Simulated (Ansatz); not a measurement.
Structure of W:

```cif
data_structure
_symmetry_space_group_name_H-M 'Fd-3m:1'
_symmetry_Int_Tables_number 227
_cell_length_a 5.7916
_cell_length_b 5.7916
_cell_length_c 5.7916
_cell_angle_alpha 90.000
_cell_angle_beta 90.000
_cell_angle_gamma 90.000
_cell_volume 194.27
loop_
_atom_site_label
_atom_site_type_symbol
_atom_site_symmetry_multiplicity
_atom_site_Wyckoff_symbol
_atom_site_fract_x
_atom_site_fract_y
_atom_site_fract_z
_atom_site_occupancy
W1 W 8 b 0.25000 0.25000 0.75000 1
```

Basis of the simulation: the geometry relaxed with Ansatz, DFT, r2SCAN, plane waves (500 eV) with PAW, scalar-relativistic; the starting structure was generated, so it need not be a known form of this composition.

> Which powder rings are expected with 100 kV electrons? List the innermost 6, leaving out those under 3 % of the strongest.

```csv
ring,radius,d (Å),hkl
1,2.99 nm⁻¹,3.34,111
2,4.88 nm⁻¹,2.05,220
3,5.73 nm⁻¹,1.746,311
4,6.91 nm⁻¹,1.448,400
5,7.53 nm⁻¹,1.329,331
6,8.46 nm⁻¹,1.182,422
```

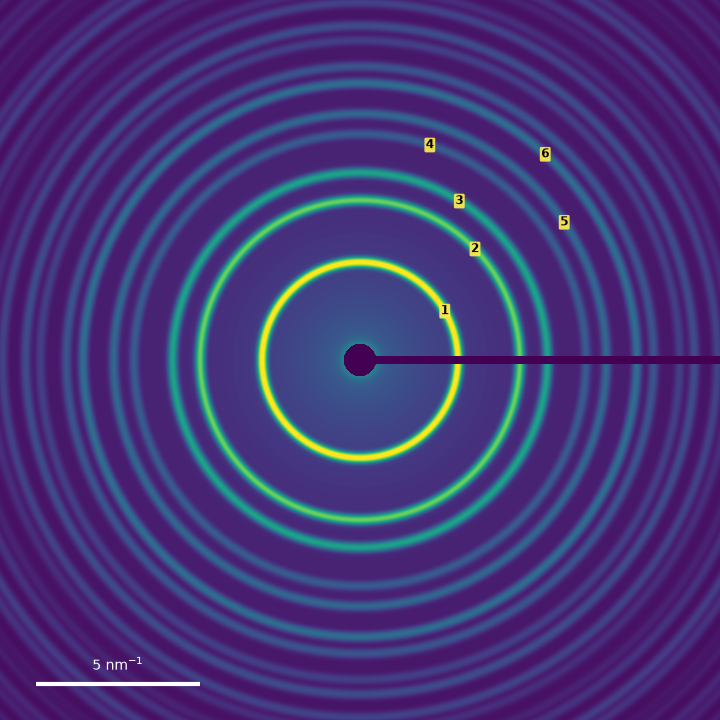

Simulated electron diffraction rings at 100 kV (λ = 0.0370 Å), scale in nm⁻¹ (radius = 1/d), for a fine-grained powder without texture. Kinematic intensities with B = 0.5 Å² for all atoms, without multiple scattering; brightness goes as intensity to the power 0.5, clipped at the top. Reflections closer than the ring width show as one ring. The numbers mark the rings of the table.
